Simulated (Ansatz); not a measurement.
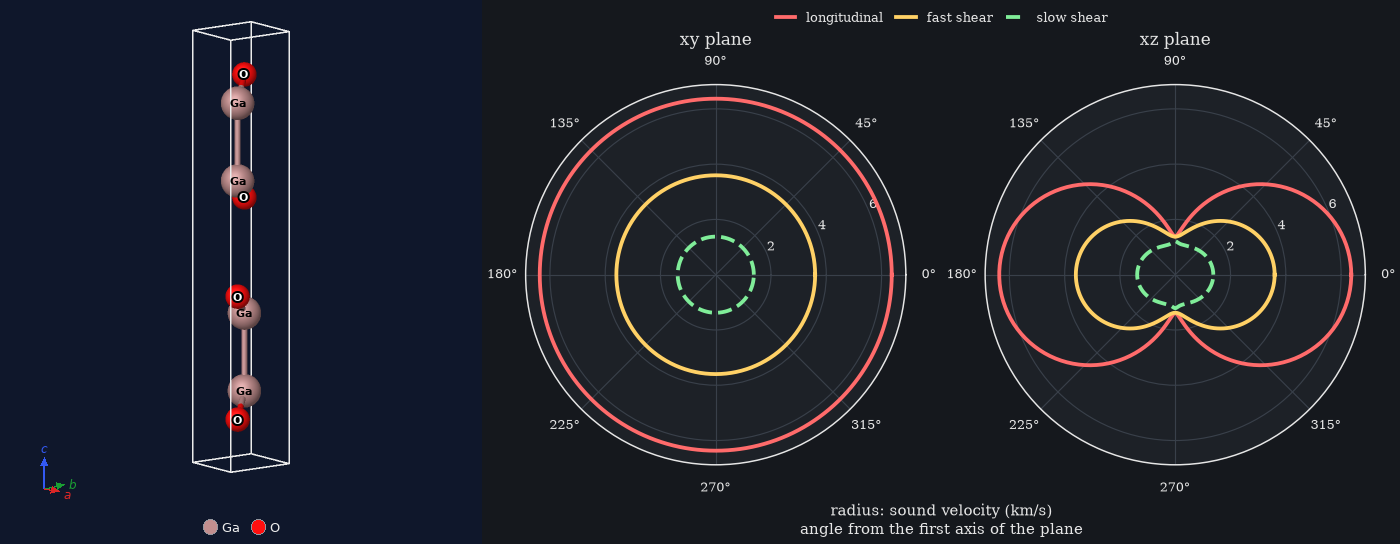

The picture above shows the sound velocities against the direction of travel in the xy and xz planes, from the elastic constants and the density for GaO, space group P6_3/mmc (No. 194) (cell built by us, not taken from a database). The cell is drawn beside the plot.

The given structure:
```
CELL_PARAMETERS angstrom
3.10466 0.00000 0.00000
-1.55233 2.68872 0.00000
0.00000 0.00000 13.91460
ATOMIC_POSITIONS crystal
Ga 0.33333 0.66667 0.15997
Ga 0.66667 0.33333 0.65997
Ga 0.33333 0.66667 0.34003
Ga 0.66667 0.33333 0.84003
O 0.33333 0.66667 0.60767
O 0.66667 0.33333 0.10767
O 0.33333 0.66667 0.89233
O 0.66667 0.33333 0.39233
```

Calculation (Ansatz 0.2.0): elastic stress-strain coefficients at zero temperature from small strains of the given cell, Voigt order xx yy zz yz xz xy, Cartesian axes of the cell vectors; plane waves with PAW datasets, Γ-centred k mesh. Level: PBE, no spin polarisation.

wave cutoff 420 eV; k mesh 12×12×2; occupations fixed; ions relaxed; strain amplitude 0.002.

**How fast does sound travel along the Cartesian axes?**

Along x the longitudinal wave runs at 6.37 km/s and the transverse ones at 3.60 and 1.38 km/s; along y the longitudinal wave runs at 6.37 km/s and the transverse ones at 3.60 and 1.38 km/s; along z the longitudinal wave runs at 1.38 km/s and the transverse ones at 1.38 and 1.21 km/s; along x + y they run at 6.37, 3.59 and 1.38 km/s (density 4.9 g/cm³).

Limits of the calculation: weakly bound, no dispersion correction.
